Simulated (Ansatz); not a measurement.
# WS₂: a changed input and its effect

System: WS₂ (slab, 6 atoms in the cell).
Method of run A: DFT PBE+D3(BJ), scalar-relativistic, plane waves, PAW, PAW set soft_1, no spin polarisation (Ansatz 0.2.0).

The structure derives from an entry of the Crystallography Open Database. Text and figures count atoms from 1; the logs count them from 0 in places.

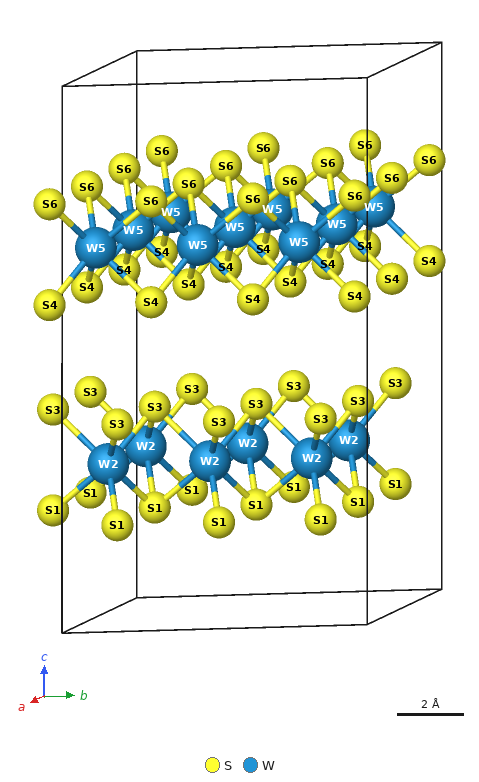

Figure 1. The input geometry (ball-and-stick view of the 2 × 3 repeat of the cell, with the vacuum cut short, seen slightly off an axis; bonded neighbours outside the cell are drawn too; atoms are numbered from 1 in the order of the input). An atom can appear more than once, as a periodic image. Near neighbours in the periodic cell (some may lie outside the picture): S has 3 W at 2.41 Å; W has 6 S at 2.41 Å.

## Input, run A
```yaml
crystal:
  lattice:
    - [3.1595457497, 0.0, 0.0]
    - [-1.5797728749, 2.7362468836, 0.0]
    - [0.0, 0.0, 23.8042575719]
  atoms:
    - { symbol: S, position: [0.3333333333, 0.6666666667, 0.1890418126] }
    - { symbol: W, position: [0.6666666667, 0.3333333333, 0.2552511581] }
    - { symbol: S, position: [0.3333333333, 0.6666666667, 0.3214605103] }
    - { symbol: S, position: [0.3333333333, 1.0, 0.4806757258] }
    - { symbol: W, position: [0.0, 1.3333333333, 0.5468850713] }
    - { symbol: S, position: [0.3333333333, 1.0, 0.6130944235] }
basis:
  ecutwfc: 420
kpoints:
  mp_grid: { grid: [9, 9, 1] }
hamiltonian:
  xc: pbe
  pseudopotentials: { kind: paw, azcp: { folder: soft_1 } }
  dispersion: d3bj
scf:
  occupations: { method: gaussian, width: 0.05 }
output:
  forces: true
  eigenvalues: true
  write_density: true
  write_potential: true
  elf: true
  volumetric_format: npy
efield:
  axis: 3
  dipole_correction: true
  ramp_width: 0.04
```

Command:
```bash
ansatz run input.yaml --threads 1 --pin off --max-ram 3072MiB --backend cpu --events-out ev --progress --plain --runs-dir out
```

Hardware: 1 thread of Arm Neoverse N1, 24 GiB of memory available, shared host.

## Output, shortened to warnings, some set-up lines, iterations and results (run A)
```
WARN: The input density's exchange-correlation potential varies sharply where the density is thin. Do not read a vacuum level from v_tot or v_xc, or from such a field of the output density. On a cell that repeats whose density bears no net charge and no dipole along the vacuum's axis use v_es (v_loc + v_h of the components); under efield.dipole_correction with no amplitude use v_es + v_field, …
Basis set: ecut = 420 eV, 3979 PW (Γ), exchange–correlation on 48×48×320 points (8 copies of the dense FFT grid, shifted against one another)
Symmetry: 1 space group operations
k-points: 41 of 81 (time reversal used)
Initial density: superposition of atomic densities (neutral atoms: chi_scale 0, normalization atom)
[...]
SCF iter   1: F=—  HF=-24387.939608 eV  |F-HF|=—  |Δ(HF+E_count)|=         —  Δρ=3.41e-2  dr2=2.73e0  ethr=3.10e-3  p=0.000 e·Å  D=4.15e-7 V/Å  ΔV_dip=-0.00 eV  …
SCF iter   2: F=—  HF=-24387.195920 eV  |F-HF|=—  |Δ(HF+E_count)|=   7.44e-1  Δρ=1.50e-2  dr2=5.32e-1  ethr=3.10e-3  p=-0.000 e·Å  D=-2.54e-4 V/Å  ΔV_dip=0.01 eV  …
SCF iter   3: F=—  HF=-24387.253078 eV  |F-HF|=—  |Δ(HF+E_count)|=   5.72e-2  Δρ=1.25e-2  dr2=9.24e-1  ethr=1.02e-3  p=0.001 e·Å  D=7.65e-4 V/Å  ΔV_dip=-0.02 eV  …
SCF iter   4: F=—  HF=-24387.114212 eV  |F-HF|=—  |Δ(HF+E_count)|=   1.39e-1  Δρ=5.56e-3  dr2=5.31e-2  ethr=1.02e-3  p=-0.001 e·Å  D=-9.02e-4 V/Å  ΔV_dip=0.02 eV  …
SCF iter   5: F=—  HF=-24387.128876 eV  |F-HF|=—  |Δ(HF+E_count)|=   1.47e-2  Δρ=2.93e-3  dr2=2.23e-1  ethr=1.02e-4  p=0.005 e·Å  D=4.76e-3 V/Å  ΔV_dip=-0.11 eV  …
SCF iter   6: F=—  HF=-24387.107886 eV  |F-HF|=—  |Δ(HF+E_count)|=   2.10e-2  Δρ=5.11e-4  dr2=1.68e-3  ethr=1.02e-4  p=0.000 e·Å  D=3.16e-4 V/Å  ΔV_dip=-0.01 eV  …
SCF iter   7: F=—  HF=-24387.107908 eV  |F-HF|=—  |Δ(HF+E_count)|=   2.22e-5  Δρ=1.31e-4  dr2=1.30e-4  ethr=3.23e-6  p=0.001 e·Å  D=9.51e-4 V/Å  ΔV_dip=-0.02 eV  …
SCF iter   8: F=—  HF=-24387.107970 eV  |F-HF|=—  |Δ(HF+E_count)|=   6.22e-5  Δρ=1.79e-4  dr2=5.54e-4  ethr=2.50e-7  p=-0.002 e·Å  D=-2.10e-3 V/Å  ΔV_dip=0.05 eV  …
SCF iter   9: F=—  HF=-24387.107889 eV  |F-HF|=—  |Δ(HF+E_count)|=   8.08e-5  Δρ=3.90e-5  dr2=5.96e-6  ethr=2.50e-7  p=-0.000 e·Å  D=-7.57e-5 V/Å  ΔV_dip=0.00 eV  …
SCF iter  10: F=—  HF=-24387.107817 eV  |F-HF|=—  |Δ(HF+E_count)|=   7.22e-5  Δρ=2.30e-5  dr2=3.43e-6  ethr=1.15e-8  p=0.000 e·Å  D=6.63e-6 V/Å  ΔV_dip=-0.00 eV  …
SCF iter  11: F=—  HF=-24387.107817 eV  |F-HF|=—  |Δ(HF+E_count)|=   3.24e-7  Δρ=1.40e-5  dr2=1.29e-6  ethr=6.59e-9  p=0.000 e·Å  D=4.79e-6 V/Å  ΔV_dip=-0.00 eV  …
SCF iter  12: F=—  HF=-24387.107817 eV  |F-HF|=—  |Δ(HF+E_count)|=   1.64e-7  Δρ=5.70e-6  dr2=1.45e-7  ethr=2.49e-9  p=-0.000 e·Å  D=-2.03e-6 V/Å  ΔV_dip=0.00 eV  …
SCF iter  13: F=-24387.107817 eV  HF=-24387.107817 eV  |F-HF|=3.48e-8  |Δ(HF+E_count)|=   9.88e-9  Δρ=2.67e-6  dr2=3.95e-8  ethr=1.92e-10  p=-0.000 e·Å  D=-1.63e-6 V/Å  …
SCF 1 converged in 13 iterations: F = -24387.107817 eV  dr2 = 3.95e-8
WARN: The input density's exchange-correlation potential varies sharply where the density is thin. Do not read a vacuum level from v_tot or v_xc, or from such a field of the output density. On a cell that repeats whose density bears no net charge and no dipole along the vacuum's axis use v_es …
SCF converged after 13 iterations
Free energy (F): -24387.107817 eV
Harris-Foulkes:  -24387.107817 eV  (|F-HF|=3.48e-8)
Internal energy: -24387.107817 eV  (E = F + TS)
E sigma→0 (E₀):  -24387.107817 eV
Fermi energy:    3.967318 eV
Dipole field:    D = 0.000008 V/Å  (p = 0.000009 e·Å, saw-weighted, corrected)
Work function:   Φ+ = 4.6856 eV   Φ− = 4.6858 eV
[...]
```

The input of run B differs as follows (lines with − go, lines with + come):
```diff
-basis:
-  ecutwfc: 420
+  symmetry: { detect: false }
-  mp_grid: { grid: [9, 9, 1] }
+  mp_grid: { grid: [9, 9, 1], shift: [0.5, 0.5, 0.0] }
+  initial_density: { chi_scale: 0.1 }
-  write_density: true
-  write_potential: true
-  elf: true
-  volumetric_format: npy
```

Predict how the results change.

The free energy of run B is 0.07 meV per atom lower, the joint effect of these numerical settings, which can't be told apart here. The SCF takes 14 iterations against 13. The two runs start from different initial densities, which also moves the count.

## Output, shortened to warnings, some set-up lines, iterations and results (run B)
```
Basis set: ecut = 420 eV, 3979 PW (Γ), exchange–correlation on 48×48×320 points (8 copies of the dense FFT grid, shifted against one another)
Symmetry: 1 space group operations
k-points: 41 of 81 (time reversal used)
Initial density: superposition of atomic densities (chi_scale 0.1, normalization cell, long waves kept (reshape's long-wave potential 0.15 eV rms))
[...]
SCF iter   1: F=—  HF=-24387.972779 eV  |F-HF|=—  |Δ(HF+E_count)|=         —  Δρ=2.98e-2  dr2=3.08e0  ethr=3.10e-3  p=-0.000 e·Å  D=-1.37e-4 V/Å  ΔV_dip=0.00 eV  …
SCF iter   2: F=—  HF=-24387.509600 eV  |F-HF|=—  |Δ(HF+E_count)|=   4.63e-1  Δρ=2.00e-2  dr2=2.47e0  ethr=3.10e-3  p=0.000 e·Å  D=1.61e-4 V/Å  ΔV_dip=-0.00 eV  …
SCF iter   3: F=—  HF=-24387.302601 eV  |F-HF|=—  |Δ(HF+E_count)|=   2.07e-1  Δρ=1.46e-2  dr2=1.17e0  ethr=3.10e-3  p=-0.000 e·Å  D=-3.91e-4 V/Å  ΔV_dip=0.01 eV  …
SCF iter   4: F=—  HF=-24387.137806 eV  |F-HF|=—  |Δ(HF+E_count)|=   1.65e-1  Δρ=6.87e-3  dr2=2.01e-1  ethr=2.26e-3  p=0.000 e·Å  D=3.71e-4 V/Å  ΔV_dip=-0.01 eV  …
SCF iter   5: F=—  HF=-24387.178893 eV  |F-HF|=—  |Δ(HF+E_count)|=   4.11e-2  Δρ=5.35e-3  dr2=7.52e-1  ethr=3.87e-4  p=-0.004 e·Å  D=-3.50e-3 V/Å  ΔV_dip=0.08 eV  …
[... 5 lines ...]
SCF iter  11: F=—  HF=-24387.108265 eV  |F-HF|=—  |Δ(HF+E_count)|=   1.39e-7  Δρ=2.09e-5  dr2=7.71e-7  ethr=5.17e-9  p=-0.000 e·Å  D=-3.38e-5 V/Å  ΔV_dip=0.00 eV  …
SCF iter  12: F=—  HF=-24387.108265 eV  |F-HF|=—  |Δ(HF+E_count)|=   4.22e-9  Δρ=1.04e-5  dr2=1.31e-7  ethr=1.48e-9  p=-0.000 e·Å  D=-1.05e-5 V/Å  ΔV_dip=0.00 eV  …
SCF iter  13: F=—  HF=-24387.108265 eV  |F-HF|=—  |Δ(HF+E_count)|=   3.61e-8  Δρ=3.66e-6  dr2=1.03e-7  ethr=1.92e-10  p=0.000 e·Å  D=1.05e-6 V/Å  ΔV_dip=-0.00 eV  …
SCF iter  14: F=-24387.108265 eV  HF=-24387.108265 eV  |F-HF|=1.35e-9  |Δ(HF+E_count)|=   5.34e-9  Δρ=2.02e-6  dr2=6.22e-9  ethr=1.92e-10  p=0.000 e·Å  D=2.74e-6 V/Å  …
SCF 1 converged in 14 iterations: F = -24387.108265 eV  dr2 = 6.22e-9
SCF converged after 14 iterations
Free energy (F): -24387.108265 eV
Harris-Foulkes:  -24387.108265 eV  (|F-HF|=1.35e-9)
Internal energy: -24387.108265 eV  (E = F + TS)
E sigma→0 (E₀):  -24387.108265 eV
Fermi energy:    3.932063 eV
Dipole field:    D = -0.000019 V/Å  (p = -0.000021 e·Å, saw-weighted, corrected)
Work function:   Φ+ = 4.7212 eV   Φ− = 4.7208 eV
Levels:          The Fermi level and band energies are counted from a zero that moves with the ramp; work functions are not
--- Per-component energies (eV) ---
  E_band       = -794.325302
  E_kinetic    = 1268.452226
  E_local      = -28588.916313  (includes V_loc(G=0)·N_el)
  E_nonlocal   = 87.599919
  E_hartree    = 13797.889118
  E_xc         = -891.832654
  E_vxc        = -794.744270  (∫ρ·V_xc dr)
  E_paw        = -19589.381103  (= ΣΔE_a)
  E_vpaw       = -362.499781  (= ΣTr[D̂ρ^β])
  E_aug_tail   = 0.000309  (compensation charges beyond the density's cutoff)
  E_efield     = 0.000000  (sawtooth field / dipole correction)
  E_vefield    = 0.000000  (∫n·V_field dr)
  E_ewald      = 9531.140773
  E_disp       = -2.060541  (pairwise vdW)
  E_smearing   = -0.000000  (= −TS)
  E_closure    = -0.000000  (closes the sum)
  Σ components = -24387.108265   (vs F -24387.108265, Δ=0.00e0)
--- Forces (eV/Å), atoms counted from 1 ---
  atom   1  S      0.00009353     0.00047179     0.00674415
  atom   2  W      0.00081222    -0.00389107     0.03919058
  atom   3  S      0.00192752    -0.00611370     0.05964121
  atom   4  S     -0.00192734     0.00611367    -0.05964759
  atom   5  W     -0.00081218     0.00389111    -0.03916570
  atom   6  S     -0.00009381    -0.00047188    -0.00675024
  max |Σ_I F_I| component: 1.24e-5 eV/Å
```

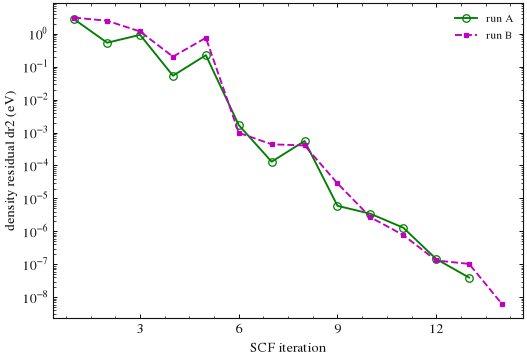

Figure 2. Convergence of the two runs: density residual dr2 against the SCF iteration. Run A takes 13 iterations in all, and run B takes 14.

## The two runs side by side

| quantity | run A | run B |
| --- | --- | --- |
| outcome | converged | converged |
| free energy per atom (eV) | −4064.5180 | −4064.5180 |
| gap on the mesh (eV) | 1.84 | 1.84 |
| work function (eV) | 4.69 | – |
| largest force (eV/Å) | 0.061 | 0.060 |
| SCF iterations | 13 | 14 |
| irreducible k-points | 41 | 41 |
| plane waves at Γ | 3979 | 3979 |
| wall time (shared host) | 66 s | 65 s |

For both runs: Spin–orbit coupling is left out, which matters for W. For run A: Warnings: the exchange-correlation potential is rough where the density is thin.
